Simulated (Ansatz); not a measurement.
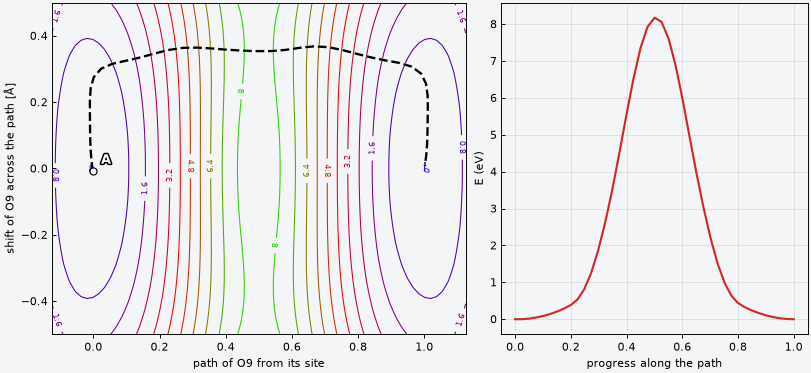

SiO₂ (P4_2/mnm phase) with one O vacancy (11 atoms in the cell). An atom moved over a plane that holds its own site and a neighbouring vacancy (x along [0 −1 1], y along [0 1 1], z along [−1 0 0] of the conventional cell). First axis: path of O9 from its site (0) to the vacancy (1), 2.312 Å. Second axis: shift of O9 across the path, along the Cartesian direction [−1 1 0]. Nothing is relaxed (all other atoms held at the sites of the perfect crystal). The scan uses an 11 × 9 grid; 30 points were computed and 69 follow by symmetry. Points are written as (first, second). All energies are given in eV per cell relative to the lowest grid point. The band gap closes in part of the range. All numbers below come from DFT PBE, scalar-relativistic, plane waves, PAW (Ansatz). Settings: cutoff 420 eV, k-mesh 6×6×6, gaussian smearing 0.05 eV, no spin polarisation.

The picture shows contour lines labelled in eV, a line along the lowest path, the energy along the path at the right, the start A. Between grid points the surface is interpolated.

Q: Describe the path and its barrier.

A: The easiest path leads from the well at (0.000, 0.000 Å) [nearest 2 Si at 1.77 Å] to a well of about the same depth at (1.000, 0.000 Å) [nearest 2 Si at 1.77 Å]. Its highest point lies about 8.2 eV above the bottom of the first well on the interpolated surface, at (0.500, 0.375 Å) [nearest 2 Si at 1.40 Å]. This is the barrier on the constrained surface; relaxing the other coordinates would change it.

PAW datasets: the set soft_1.
